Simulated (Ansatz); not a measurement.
## Electronic structure of Si36C (cell with a defect) in real space

Input

```
crystal:
  lattice:
    - [-5.7769209609, 3.3353068718, -6.3650226989]
    - [5.7769209608, 3.3353068719, -6.3650226989]
    - [1.0e-10, -6.6706137437, -6.3650226989]
  atoms:
    - { symbol: Si, position: [0.4234674645, 0.0901341312, 0.4234674645] }
    - { symbol: Si, position: [0.752693327, 0.091697135, 0.078859584] }
    - { symbol: Si, position: [0.0901341312, 0.4234674645, 0.4234674645] }
    - { symbol: Si, position: [0.7568007978, 0.7568007978, 0.4234674645] }
    - { symbol: Si, position: [0.4234674645, 0.4234674645, 0.0901341312] }
    - { symbol: Si, position: [0.0895914994, 0.087847151, 0.7614114007] }
    - { symbol: Si, position: [0.7568007978, 0.4234674645, 0.7568007978] }
    - { symbol: Si, position: [0.087713151, 0.7490963217, 0.0934478504] }
    - { symbol: Si, position: [0.4234674645, 0.7568007978, 0.7568007978] }
    - { symbol: Si, position: [0.0345785756, 0.0345785756, 0.367911909] }
    - { symbol: Si, position: [0.367911909, 0.0345785756, 0.0345785756] }
    - { symbol: Si, position: [0.7012452423, 0.367911909, 0.367911909] }
    - { symbol: Si, position: [0.367911909, 0.7012452423, 0.367911909] }
    - { symbol: Si, position: [0.0345785756, 0.367911909, 0.0345785756] }
    - { symbol: Si, position: [0.7012452423, 0.0345785756, 0.7012452423] }
    - { symbol: Si, position: [0.367911909, 0.367911909, 0.7012452423] }
    - { symbol: Si, position: [0.7012452423, 0.7012452423, 0.0345785756] }
    - { symbol: Si, position: [0.0345785756, 0.7012452423, 0.7012452423] }
    - { symbol: Si, position: [0.2987547577, 0.9654214244, 0.2987547577] }
    - { symbol: Si, position: [0.632088091, 0.9654214244, 0.9654214244] }
    - { symbol: Si, position: [0.9654214244, 0.2987547577, 0.2987547577] }
    - { symbol: Si, position: [0.632088091, 0.632088091, 0.2987547577] }
    - { symbol: Si, position: [0.2987547577, 0.2987547577, 0.9654214244] }
    - { symbol: Si, position: [0.9654214244, 0.9654214244, 0.632088091] }
    - { symbol: Si, position: [0.632088091, 0.2987547577, 0.632088091] }
    - { symbol: Si, position: [0.9654214244, 0.632088091, 0.9654214244] }
    - { symbol: Si, position: [0.2987547577, 0.632088091, 0.632088091] }
    - { symbol: Si, position: [0.9081920251, 0.9070939056, 0.2387145886] }
    - { symbol: Si, position: [0.2505967192, 0.9127101398, 0.913821278] }
    - { symbol: Si, position: [0.5765325355, 0.2431992022, 0.2431992022] }
    - { symbol: Si, position: [0.2431992022, 0.5765325355, 0.2431992022] }
    - { symbol: Si, position: [0.9215326117, 0.2305543544, 0.9103213393] }
    - { symbol: Si, position: [0.5765325355, 0.9098658688, 0.5765325355] }
    - { symbol: Si, position: [0.2431992022, 0.2431992022, 0.5765325355] }
    - { symbol: Si, position: [0.5765325355, 0.5765325355, 0.9098658688] }
    - { symbol: Si, position: [0.9098658688, 0.5765325355, 0.5765325355] }
    - { symbol: C, position: [-0.0126800878, 0.0030009661, 0.0029315946] }
  host:
    lattice:
      - [3.8512806406, 0.0, 0.0]
      - [-1.9256403203, 3.3353068718, 0.0]
      - [0.0, 0.0, 6.3650226989]
    atoms:
      - { symbol: Si, position: [0.3333333333, 0.6666666667, 0.0629309398] }
      - { symbol: Si, position: [0.6666666667, 0.3333333333, 0.5629309398] }
      - { symbol: Si, position: [0.3333333333, 0.6666666667, 0.4370690602] }
      - { symbol: Si, position: [0.6666666667, 0.3333333333, 0.9370690602] }
basis:
  ecutwfc: 420
  xc_grid: 2
kpoints:
  mp_grid: { grid: [2, 2, 2], shift: [0.5, 0.5, 0.5] }
hamiltonian:
  xc: pbe
scf:
  occupations: { method: gaussian, width: 0.02 }
output:
  forces: true
  stress: false
  eigenvalues: true
  charged_corrections:
    defect_position: [0.0, 0.0, 0.0]
    epsilon: [[12.6179, 0.0, 0.0], [0.0, 12.6179, 0.0], [0.0, 0.0, 13.7067]]
  write_density: true
  write_potential: true
  elf: true
  volumetric_format: npy
relax:
  adjacent_minimum: "off"
  f_tol: 0.025
  max_steps: 45
```

Launched as:

```sh
ansatz run input.yaml --threads 4 --pin off --max-ram 10240MiB --backend cpu --events-out ev --progress --plain --runs-dir out
```

The fields are those of the run's last geometry, not of the input's.

Level of theory: DFT PBE, scalar-relativistic, plane waves, PAW (Ansatz 0.2.0).

The density is the valence pseudo-density of a PAW calculation; it isn't the true density close to the nuclei.

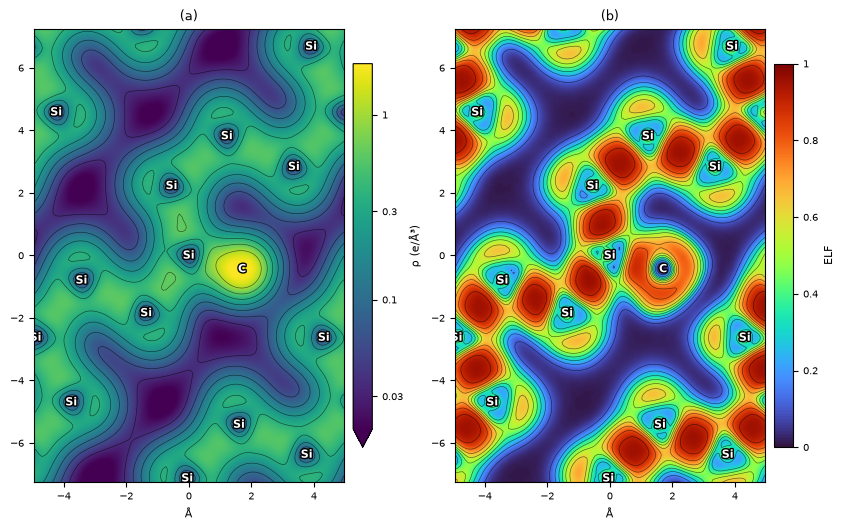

Figure 1. (a) valence pseudo-density; (b) electron localisation function on the (011̄) plane of the calculation cell.

> Read the bonding off the picture.

The section cuts through Si and C sites. Si–C (1.76 Å): ρ at the midpoint is about 1 e/Å³; the ELF peaks at about 0.90 between the atoms; localised, covalent bonding. Si–Si (2.29 Å): ρ is about 0.62 e/Å³ halfway; the ELF peaks at about 0.95 between the atoms (a shared electron pair). Si–Si (2.36 Å): ρ at the midpoint is about 0.56 e/Å³; the ELF peaks at about 0.95 between the atoms: a covalent bond. Between the atoms the lowest density in this plane is 0.01 e/Å³.

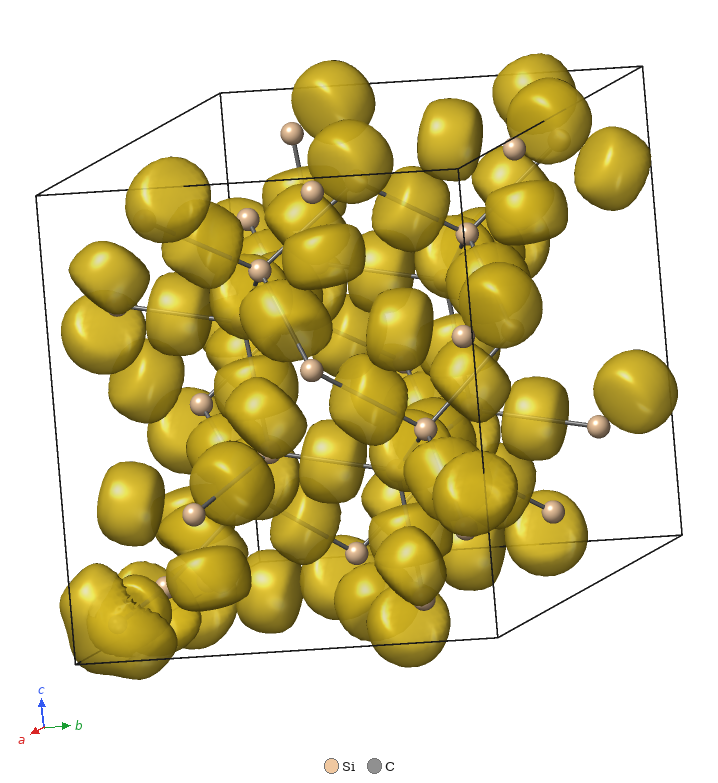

Figure 2. Isosurface of the ELF at 0.75 (yellow), seen slightly off an axis. Only the valence region is drawn (cores and ρ < 0.01 e/Å³ removed). Sticks mark near contacts.

> Where are the electrons localised?

The surface consists of 70 regions between bonded Si–Si atoms (shared pairs) and one region on C in which the atom's valence shell and bonds are merged, counted in one cell of 37 atoms. Any copies at cell faces, edges or corners count once.
